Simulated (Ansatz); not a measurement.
**WS$_{2}$: density, localisation and related maps**

The calculation's input:

```
crystal:
  lattice:
    - [3.101395743, 0.0, 0.0]
    - [-1.5506978715, 2.6858875006, 0.0]
    - [0.0, 0.0, 11.9399670432]
  atoms:
    - { symbol: W, position: [0.2900876043, 0.6666666667, 0.7499331087] }
    - { symbol: W, position: [0.7099123957, 0.3333333333, 0.2500668913] }
    - { symbol: S, position: [0.3760734069, 0.6666666667, 0.1203774713] }
    - { symbol: S, position: [0.6239377893, 0.3333333333, 0.6202447091] }
    - { symbol: S, position: [0.3760622107, 0.6666666667, 0.3797552909] }
    - { symbol: S, position: [0.6239265931, 0.3333333333, 0.8796225287] }
basis:
  ecutwfc: 420
kpoints:
  mp_grid: { grid: [12, 12, 4] }
hamiltonian:
  xc: pbe
  dispersion: d3bj
scf:
  occupations: { method: gaussian, width: 0.05 }
output:
  forces: true
  stress: true
  eigenvalues: true
  write_density: true
  write_potential: true
  elf: true
  volumetric_format: npy
```

Command:

```sh
ansatz run input.yaml --threads 2 --pin off --max-ram 4096MiB --backend cpu --events-out ev --progress --plain --runs-dir out
```

Below, planes, directions and counts refer to the conventional cell (a = 3.10 Å, b = 11.94 Å, c = 3.10 Å, α = 90.00°, β = 120.00°, γ = 90.00°).

Space group P2₁/m; a structure from a database of computed crystals, not necessarily the ambient phase; changed on purpose from its base cell (mode 4 frozen in at -0.136 Å, equal normal strain along x, y and z -0.0167); not relaxed (largest force 0.9 eV/Å); computed pressure about 10 GPa in this cell.

Computed with DFT PBE+D3(BJ), scalar-relativistic, plane waves, PAW (Ansatz).

In a PAW calculation such maps are meaningful between the atoms, not at the nuclei.

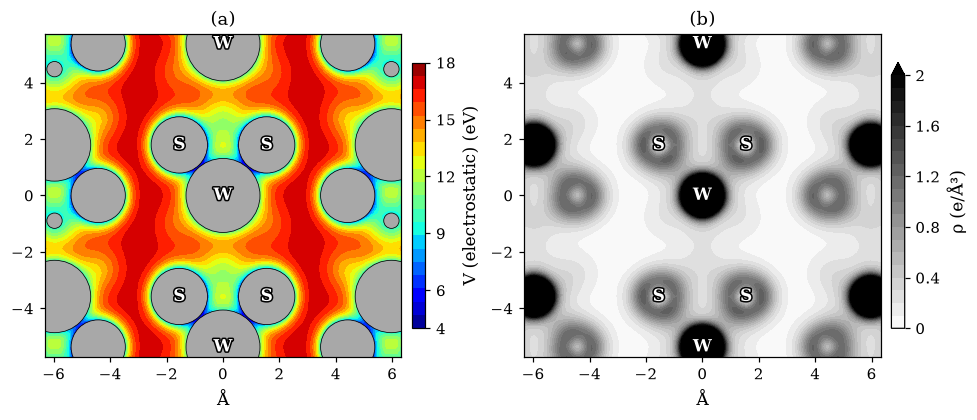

Figure 1. (a) electrostatic potential energy of an electron; (b) valence electron density on the (101) plane of the conventional cell. Grey discs cover the atomic cores in the potential map.

> Read the bonding off the picture.

- The plane passes through W and S nuclei.
- Atoms just off the plane (W, 0.3 Å away and S, 0.3 Å away) can leave unmarked features too.
- W–S (2.37 Å): ρ at the midpoint is about 0.67 e/Å³.
- Between the atoms the lowest density in this plane is 0.02 e/Å³.
- Outside the cores the potential energy rises away from the atoms and is highest about 2.1 Å from the nearest atoms; its zero is arbitrary.

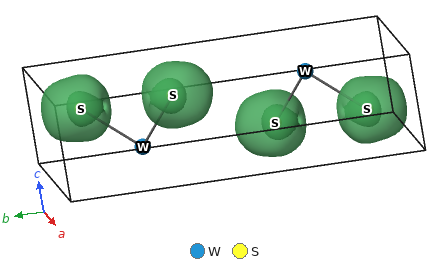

Figure 2. Isosurface of the electron localisation function at 0.7 (green), seen at an oblique angle. Only the valence region is drawn (cores and ρ < 0.01 e/Å³ removed). Sticks mark near contacts.

> What do the ELF domains correspond to?

At this value the surface marks out four regions wrapped around S (the valence shell of each), counted in one cell of 6 atoms. Any copies at cell faces, edges or corners count once.


W–S (2.37 Å): the ELF peaks at about 0.85 in the valence shell of S, 0.8 Å from its nucleus, and is about 0.50 at the midpoint.

> Does the calculation make it a metal, or give it a gap?

It is gapped, with a Kohn–Sham gap of 0.81 eV on the k-point mesh (the band edges may lie off the mesh, which would make the gap smaller).
